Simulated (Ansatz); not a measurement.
# Si_Mg in MgO (Fm-3m): charge-transition levels and formation energies

Aim: at which Fermi levels does Si_Mg in MgO (Fm-3m) change its charge? The model is a cell of 54 host atoms with 1 Mg taken out and 1 Si put in.

Program: Ansatz 0.2.0. Level of theory: place-levels on r2SCAN runs: charge-transition levels and formation energies with image-charge correction and potential alignment at the atomic sites; PAW set soft_1. Results are calculated unless marked as measured.

**What experiment says.**

For MgO, rocksalt (bulk crystal), “Electronic structure of alkaline earth and post-transition metal oxides” (2009, arxiv:0908.1581) quotes earlier work: band gap (literature experimental gap) 7.83 eV [Literature value based on experiment; other listed experimental values range from 7.7 to …].

This is a report of a sequence of runs, with most program output left out.

## 1. Set-up

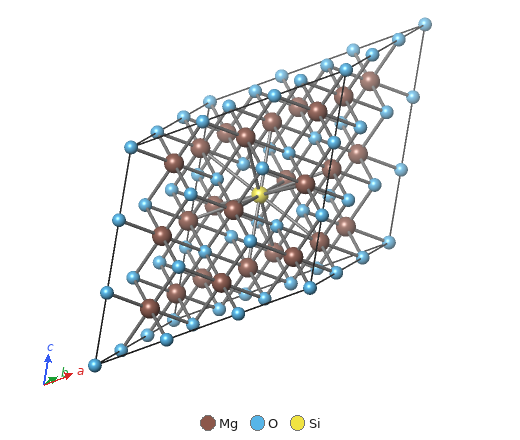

The starting structure, seen slightly off an axis (magnesium brown, oxygen blue, silicon yellow). Bonds to atoms that aren't drawn are left out. Some periodic images of atoms are drawn too.

The cell holds 54 atoms: 26 Mg, 27 O and 1 Si. Cell: a = 8.925 Å, b = 8.925 Å, c = 8.925 Å, α = 60.0°, β = 60.0°, γ = 60.0°. It derives from MgO (space group Fm-3m). Nearest the centre at fractional (0.667, 0.667, 0.333): Si51 at 0.00 Å, O28 at 2.10 Å, O44 at 2.10 Å, O32 at 2.10 Å, O34 at 2.10 Å, O46 at 2.10 Å, O50 at 2.10 Å, Mg9 at 2.98 Å.

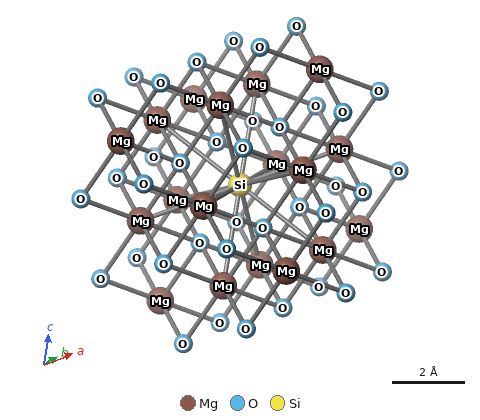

The atoms within 5 Å of the centre.

Known beforehand: the electronic dielectric constant, 3.24, and the static one, 10.37, from a response run on this crystal (DFPT, PBEsol) at that run's own cell.

The cell's shortest repeat is 8.9 Å.

## 2. The runs of each charge state

Levels follow from differences of total energies between charge states, each relaxed by itself.

Each atom starts 0.05 Å or so off its site in a random direction: a symmetric start keeps its symmetry, and would miss off-centre moves and Jahn–Teller distortions. Forces are taken at one point at (¼, ¼, ¼). The cell holds 1 electron more than the neutral one, with a uniform background that keeps it neutral on the whole. The electron count is odd, so at least one spin is unpaired; this run locks the moment at 1 μB.

The sampling was tested on the host first: at the k-points planned (1x1x1 shifted 0.25 0.25 0.25) its energy lies 0.020 eV an atom from the dense-mesh value, under the bound of 0.02 eV set for this test; that bounds the host's error, not the defect's.

One state's input; the others differ in charge, spin, start and seed, and in occupations where the table says so.

Contents of qm1_M1.relax/input.yaml:

```yaml
crystal:
  lattice:
    - [0.0, 6.31124291, 6.31124291]
    - [6.31124291, 0.0, 6.31124291]
    - [6.31124291, 6.31124291, 0.0]
  atoms:
    - { symbol: Mg, position: [0.0, 0.0, 0.0] }
    - { symbol: O, position: [0.16666667, 0.16666667, 0.16666667] }
[... 6 atom lines left out ...]
    - { symbol: Mg, position: [0.0, 0.33333333, 0.33333333] }
[... 3 atom lines left out ...]
    - { symbol: Mg, position: [0.0, 0.66666667, 0.0] }
[... 1 atom line left out ...]
    - { symbol: Mg, position: [0.0, 0.66666667, 0.33333333] }
[... 5 atom lines left out ...]
    - { symbol: Mg, position: [0.33333333, 0.0, 0.33333333] }
[... 6 atom lines left out ...]
    - { symbol: O, position: [0.5, 0.5, 0.5] }
[... 1 atom line left out ...]
    - { symbol: O, position: [0.5, 0.5, 0.83333333] }
[... 1 atom line left out ...]
    - { symbol: O, position: [0.5, 0.83333333, 0.16666667] }
    - { symbol: Mg, position: [0.33333333, 0.66666667, 0.33333333] }
    - { symbol: O, position: [0.5, 0.83333333, 0.5] }
    - { symbol: Mg, position: [0.33333333, 0.66666667, 0.66666667] }
[... 1 atom line left out ...]
    - { symbol: Mg, position: [0.66666667, 0.0, 0.0] }
[... 1 atom line left out ...]
    - { symbol: Mg, position: [0.66666667, 0.0, 0.33333333] }
[... 4 atom lines left out ...]
    - { symbol: O, position: [0.83333333, 0.5, 0.16666667] }
    - { symbol: Mg, position: [0.66666667, 0.33333333, 0.33333333] }
    - { symbol: O, position: [0.83333333, 0.5, 0.5] }
    - { symbol: Mg, position: [0.66666667, 0.33333333, 0.66666667] }
[... 1 atom line left out ...]
    - { symbol: Mg, position: [0.66666667, 0.66666667, 0.0] }
    - { symbol: O, position: [0.83333333, 0.83333333, 0.16666667] }
    - { symbol: Si, position: [0.66666667, 0.66666667, 0.33333333] }
[... 1 atom line left out ...]
    - { symbol: Mg, position: [0.66666667, 0.66666667, 0.66666667] }
    - { symbol: O, position: [0.83333333, 0.83333333, 0.83333333] }
  host:
    repeats: [3, 3, 3]
    atoms:
      - { symbol: Mg, position: [0.0, 0.0, 0.0] }
      - { symbol: O, position: [0.5, 0.5, 0.5] }
total_charge: -1
basis:
  ecutwfc: 500
  xc_grid: 2
hamiltonian:
  xc: r2scan
  pseudopotentials: { kind: paw, azcp: { folder: soft_1 } }
kpoints:
  mp_grid: { grid: [1, 1, 1], shift: [0.25, 0.25, 0.25] }
magnetization:
  spin_polarized: true
  initial_magnetization: 1
  spin_locking: { lock_magnetization: hard }
scf:
  occupations: { method: fixed }
  max_iter: 100
output:
  forces: true
  charged_corrections:
    epsilon: 3.24
    static_epsilon: 10.37
    defect_position: [0.666667, 0.666667, 0.333333]
relax:
  f_tol: 0.02
  max_steps: 80
  random_displacement: { amplitude: 0.05, seed: 534 }
checkpoint:
  write: "../qm1_M1.relax.run"
  compress: false
  write_wavefunctions: true
  write_every: 100000
```

Launch:

```bash
$ ansatz run input.yaml --threads 4 --pin off --max-ram 7536MiB --backend cpu --events-out ev --progress --plain --runs-dir out
```

Defect states can disperse in a cell of this size, so the energy is taken again at a 2×2×2 shifted mesh, on the relaxed structure.

The run of this state that the levels use, under r2SCAN:

Contents of qm1_M1.point/input.yaml:

```yaml
crystal:
  checkpoint: "../qm1_M1.relax.run"
  host: checkpoint
total_charge: -1
basis:
  ecutwfc: 500
  xc_grid: 2
hamiltonian:
  xc: r2scan
  pseudopotentials: { kind: paw, azcp: { folder: soft_1 } }
kpoints:
  mp_grid: { grid: [2, 2, 2], shift: [0.5, 0.5, 0.5] }
magnetization:
  spin_polarized: true
  initial_magnetization: 1
  spin_locking: { lock_magnetization: hard }
scf:
  occupations: { method: fermi_dirac, width: 0.01 }
  max_iter: 100
output:
  forces: true
  eigenvalues: true
  charged_corrections:
    epsilon: 3.24
    static_epsilon: 10.37
    defect_position: [0.666667, 0.666667, 0.333333]
  eigenstates: { localisation: true }
  populations: true
  efg: {}
checkpoint:
  read: "../qm1_M1.relax.run"
  write: "../qm1_M1.point.run"
  compress: false
  write_wavefunctions: false
  write_every: 100000
```

Relaxations under r2SCAN at one point at (¼, ¼, ¼); times on 4 threads of Arm Neoverse V1, shared host:

```
charge  moment (μB)  occupations    outcome  steps  largest displacement against the far atoms (Å)     time
    −1            1        fixed  converged     14                                            0.34  6.3 min
     0            0        fixed  converged     18                                            0.32  2.9 min
    +1            1        fixed  converged     11                                            0.27  4.7 min
    +2            0        fixed  converged      6                                            0.25     69 s
```

Single points under r2SCAN at a 2×2×2 shifted mesh; times on 4 threads of Arm Neoverse V1, shared host:

```
charge  moment (μB)  occupations    outcome     time
    −1            1  fermi-dirac  converged  2.7 min
     0            0  fermi-dirac  converged     63 s
    +1            1  fermi-dirac  converged  2.4 min
    +2            0  fermi-dirac  converged     60 s
```

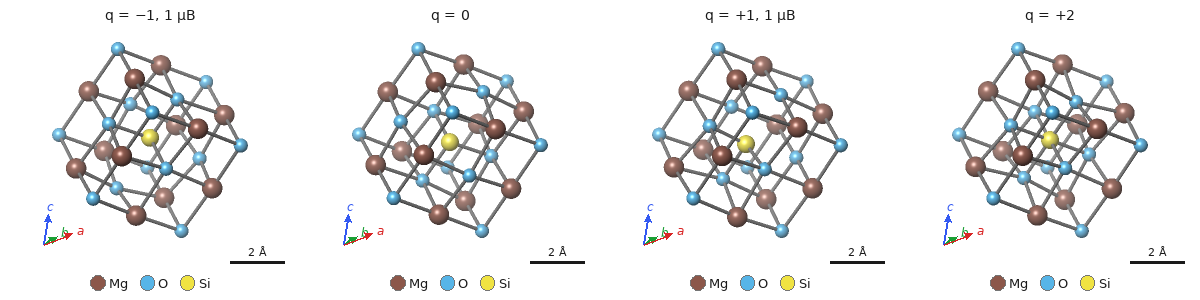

The structures near the centre after relaxation with r2SCAN, by charge.

Distances (Å) from Si51 to the nearest atoms after relaxation with r2SCAN:

```
charge  moment (μB)      1.      2.      3.      4.      5.      6.
    −1            1  O 1.85  O 1.85  O 1.85  O 2.54  O 2.54  O 2.55
     0            0  O 1.85  O 1.86  O 1.86  O 2.52  O 2.52  O 2.52
    +1            1  O 1.77  O 1.77  O 1.77  O 2.36  O 2.36  O 2.36
    +2            0  O 1.85  O 1.85  O 1.85  O 1.85  O 1.86  O 1.86
```

## 3. Placing the levels, r2SCAN

A charged cell interacts with its images and the background, and its potential has another zero than the host's. place-levels removes the first by a point-charge model, screened by the static dielectric constant since the ions have relaxed around the charge, and the second by comparing potentials at atoms far from the defect.

The host is a run of the defect-free crystal in the same cutoffs, grids and k-points, so that basis and sampling errors cancel in part in the differences. The host is run in a cell of 2 atoms on a matching mesh. Its band edges are searched through the zone by a band path, so the gap is smaller than, or equal to, that on the mesh. Chemical potentials are energies per atom of Mg (hcp) and Si (diamond), run with the same functional and cutoff.

Contents of levels.point.yaml:

```yaml
host:
  run: host.point.run
states: [qm1_M1.point.run, q0.point.run, qp1_M1.point.run, qp2.point.run]
geometry_from:
  qm1_M1.point.run: qm1_M1.relax.run
  q0.point.run: q0.relax.run
  qp1_M1.point.run: qp1_M1.relax.run
  qp2.point.run: qp2.relax.run
chemical_potentials:
  Mg:
    energy: -1926.407918
    dataset: "<sha256 of the dataset>"
  Si:
    energy: -639.06578
    dataset: <sha256 of the dataset>
epsilon: 3.24
static_epsilon: 10.37
vertical:
  - { from: qm1_M1.point.run, to: qm1_M1.point_neutral.run }
  - { from: qp1_M1.point.run, to: qp1_M1.point_neutral.run }
  - { from: qp2.point.run, to: qp2.point_neutral.run }
```

Launch:

```bash
$ ansatz place-levels levels.point.yaml -- --threads 4 --pin off --max-ram 7536MiB
```

The job ended after 0.47 s (4 threads of Arm Neoverse V1, shared host).

Levels between the charges placed, in eV above the valence top:

```
        gap (eV)  (+2/+1)  (+1/0)  (0/−1)
r2SCAN      5.68     4.92    4.32    5.72
```

Corrections by state:

```
charge  moment (μB)  image terms and alignment (eV)  band filling (eV)  ε used  over the lowest of its charge, as the program ranks them, band filling apart (eV)
    +2          0.0                           0.974                  -   10.37                                                                              0.000
    +1          1.0                           0.275                  -   10.37                                                                              0.000
     0          0.0                           0.000                  -       -                                                                              0.000
    −1          1.0                           0.137             -1.255   10.37                                                                              0.000
```

The charged structures listed were also run neutral, and place-levels reads from each pair, by the potential or the spins, how wide the charge is by which they differ; that can be the carrier of either run.

```
charge  rms radius (Å)  spread where it is widest against the cell (Å)  wide from (Å)  reading
    +2             4.6                                            2.68           1.26     wide
    +1             2.3                                            1.33           1.26     wide
    −1             4.2                                            2.63           1.26     wide
```

The neutral runs of these pairs need not share the spin of the lowest neutral state, and very wide values only mean spread over the cell.

From the program's caveats on the states, each cut to its opening words:

- charge +2: it parts from the run at its places by a charge that spreads by about 2.7 Å along one vector (1.3 Å or more is wide), by its potential at epsilon 3.24, taken [...]
- charge +2, +1 (1 μB), 0, −1 (1 μB): its alignment with the host at atomic sites is doubtful: the cell is too small to show whether the defect's potential has decayed: take a larger one
- charge +1 (1 μB): it parts from the run at its places by a charge that spreads by about 1.3 Å along one vector (1.3 Å or more is wide), by the spins about the atoms, where the [...]
- charge +1 (1 μB): the far atoms show a dipole or second moment of the defect's charge, for which the correction takes or leaves out 0.245 eV: further moments aren't read, and [...]
- charge +1 (1 μB), −1 (1 μB): flagged: stability check not made
- charge 0: the far atoms show a dipole or second moment of the defect's charge, for which the correction takes or leaves out 0.404 eV: further moments aren't read, and [...]
- charge −1 (1 μB): it parts from the run at its places by a charge that spreads by about 2.6 Å along one vector (1.3 Å or more is wide), by its potential at epsilon 3.24, taken [...]
- charge −1 (1 μB): a band-filling correction moves a carrier to the host's band edge, which changes its energy by -1.255 eV
- charge −1 (1 μB): the far atoms show a dipole or second moment of the defect's charge, for which the correction takes or leaves out 0.178 eV: further moments aren't read, and [...]
- charge −1 (1 μB): its moments are held at its close (magnetization.spin_locking), by a field of 0.284 eV a Bohr magneton, and its energy and levels are of the state that this [...]

Chemical potentials of the elements' reference phases, run alike. Formation energies (elemental references), with the Fermi level at the valence top and at the conduction bottom (gap 5.68 eV):

```
charge  at valence top (eV)  at conduction bottom (eV)  correction included (eV)
    +2                -2.92                       8.43                      0.97
    +1                 2.00                       7.67                      0.27
     0                 6.32                       6.32                      0.00
    −1                12.04                       6.36                     -1.12
```

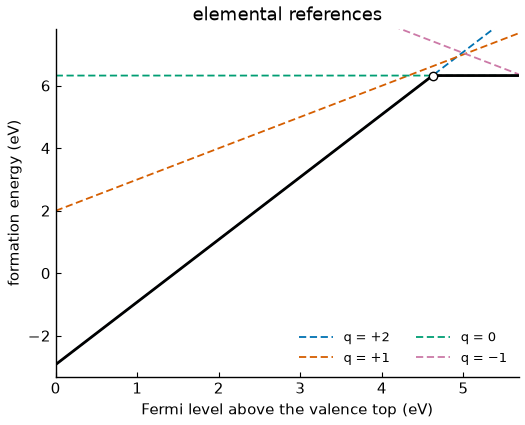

Formation energy against Fermi level; the thick line follows the lowest charge state and circles mark the transition levels.

## 4. Effect of the sampling

The relaxations' own energies give the levels at their sampling, for comparison.

Contents of levels.relax_mesh.yaml:

```yaml
host:
  run: host.relax.run
states: [qm1_M1.relax.run, q0.relax.run, qp1_M1.relax.run, qp2.relax.run]
chemical_potentials:
  Mg:
    energy: -1926.407918
    dataset: "<sha256 of the dataset>"
  Si:
    energy: -639.06578
    dataset: <sha256 of the dataset>
```

Launch:

```bash
$ ansatz place-levels levels.relax_mesh.yaml -- --threads 4 --pin off --max-ram 7536MiB
```

Elapsed: 0.14 s, on 4 threads.

Levels between neighbouring charges, in eV above the valence top:

```
                        gap (eV)  (+2/+1)  (+1/0)  (0/−1)
one point at (¼, ¼, ¼)      5.66     4.81    4.19    5.71
  a 2×2×2 shifted mesh      5.68     4.92    4.32    5.72
```

Going from one point at (¼, ¼, ¼) to a 2×2×2 shifted mesh moves the levels that carry no band-filling term by up to 0.13 eV and formation energies against the elements by up to 0.19 eV; band-filling terms, which differ between samplings, are in these energies.

## 5. Summary of results

| Property | Result |
| --- | --- |
| gap of the host | 5.68 eV (r2SCAN) |
| level (plus 2/plus 1) | 4.92 eV above the valence top, not a change between lowest states |
| level (plus 1/0) | 4.32 eV above the valence top, not a change between lowest states |
| level (0/minus 1) | 5.72 eV above the valence top, past the conduction bottom (6.97 eV above the valence top without the band-filling term) |
| level (plus 2/0) | 4.62 eV above the valence top |
| lowest of the charges placed, just above the valence top (0.02 eV) | +2 |
| lowest of the charges placed, just below the conduction bottom (0.02 eV) | 0 |
| lowest formation energy at mid-gap of the charges run, elemental references | 2.76 eV |

Of the charges placed (−1, 0, +1 and +2), the lowest changes at 4.62 eV (+2/0) above the valence top, in a gap of 5.68 eV. (+2/0) passes over charge +1, which lies 0.30 eV above the two there; a lower structure or spin state of it, if missed, would change that. Charges above +2 were not placed, so these runs say nothing of levels that involve them. States placed: +2 at 0 μB; +1 at 1 μB; 0 at 0 μB; −1 at 1 μB. Other spin states or structures, where not listed, weren't placed. The program finds carriers beyond a band edge of the host and adds a band-filling term at charge −1 (-1.26 eV); steps to such a charge show no bound level, and a defect level inside a band would be read the same way. Si is taken at its element; compounds, which aren't counted here, bound the chemical potentials and would shift these formation energies. Going from one point at (¼, ¼, ¼) to a 2×2×2 shifted mesh moves the levels that carry no band-filling term by up to 0.13 eV and formation energies against the elements by up to 0.19 eV; band-filling terms, which differ between samplings, are in these energies. The program doubts the alignment of potentials for at least one state, a sign that the cell is small. What this leaves open: the images are only 8.9 Å apart; r2SCAN makes the gap too small and tends to spread out bound carriers; where a gas molecule sets a chemical potential or the host's formation energy, its binding is uncorrected; force components of up to 0.31 eV/Å remain in a run at the final settings.

Calculation against experiment:

```
                             quantity  measured           r2SCAN
band gap (least gap of the host) (eV)      7.83  5.68 (-2.15 eV)
```

Measured values from arxiv:0908.1581 (2009).

How well it matches: The band gap is off by -2.15 eV: a clear miss. Local and semilocal functionals usually give gaps below the measured ones. Zero-point and thermal motion shift the measured gap.

[Logs are printed without paths, hosts, clocks, repeated set-up lines and the standing remarks that a program may print on its own settings, such as how far it seeks lower states.]

[Hosts, paths, dates, database ids (printed as entryN), source tags and the programs' standing remarks are cut or masked in the printed files.]

[Where a table of states has a column of steps, it counts the stored structures, which are thinned; the runs took as many ionic steps or more.]

[A defect's name tells the site on which it was built; relaxed atoms can leave that site.]

[For some hosts the program warned that the k-mesh of the response run may be too coarse for force constants and the static dielectric constant; such warnings are not shown here.]
